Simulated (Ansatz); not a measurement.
**C8O (slab): density, localisation and related maps**

```
CELL_PARAMETERS angstrom
2.46498 0.00000 0.00000
-1.23249 2.13474 0.00000
0.00000 0.00000 29.10765
ATOMIC_POSITIONS crystal
C 0.00000 0.00000 0.29202
C 0.66667 0.33333 0.29202
C 0.00000 0.00000 0.40777
C 0.33333 0.66667 0.40777
C 0.00000 0.00000 0.52350
C 0.66667 0.33333 0.52388
C 0.00000 0.00000 0.71819
C 0.33333 0.66667 0.71819
O 0.66667 0.33333 0.61770
```

These are results of Ansatz 0.2.0, DFT PBE+D3(BJ), scalar-relativistic, plane waves, PAW, not measurements.

In a PAW calculation such maps are meaningful between the atoms, not at the nuclei.

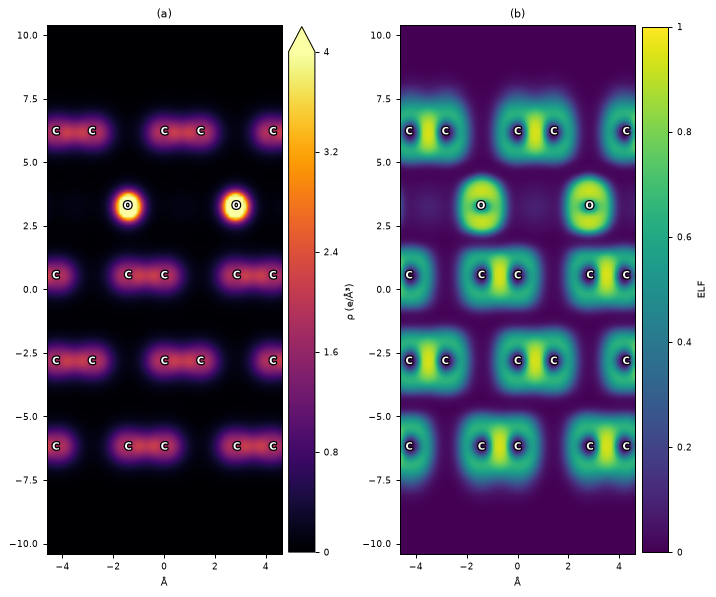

Figure 1. (a) valence electron density; (b) ELF on the (110) plane of the calculation cell, a cut from vacuum to vacuum.

**What does the map show?**

- The plane passes through C and O nuclei.
- C–C (1.42 Å): ρ is about 2 e/Å³ halfway; the ELF peaks at about 0.95 between the atoms.
- The density dies away to nearly zero in the vacuum.

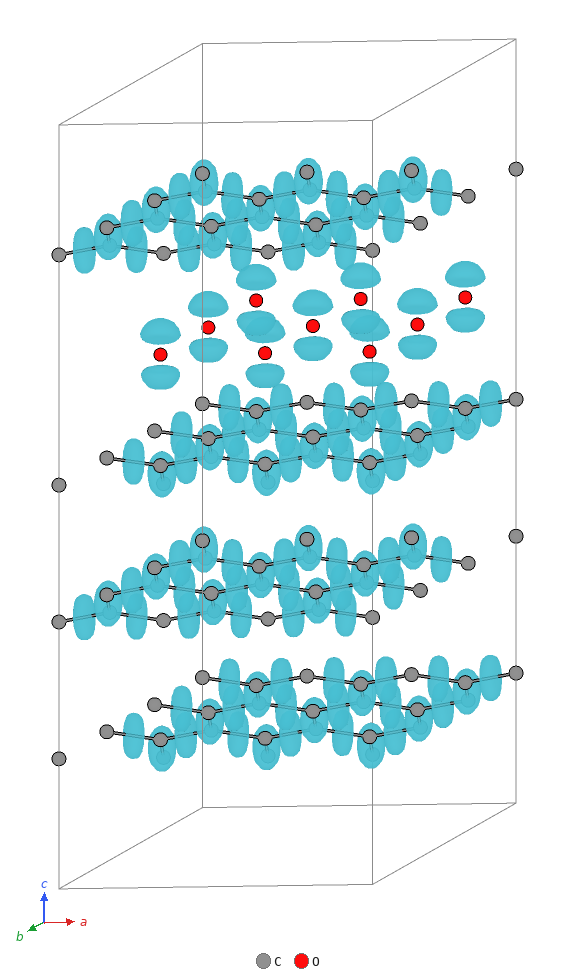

Figure 2. Isosurface of the electron localisation function at 0.85 (cyan), seen at an oblique angle. Only the valence region is drawn (cores and ρ < 0.01 e/Å³ removed). Sticks mark near contacts.

**What do the ELF domains correspond to?**

The ELF exceeds this value in twelve regions between bonded C–C atoms and two lobes on O, pointing away from the bonds (lone pairs, which may merge into one lobe), counted in one cell of 9 atoms. Counts are for one cell; the picture repeats the cell along the surface.


 O–O (2.46 Å): the ELF is about 0.10 at the midpoint (no localised pair shows between them).

**Metal or insulator at this level of theory?**

It is metallic or semimetallic at this level of theory: no gap opens.
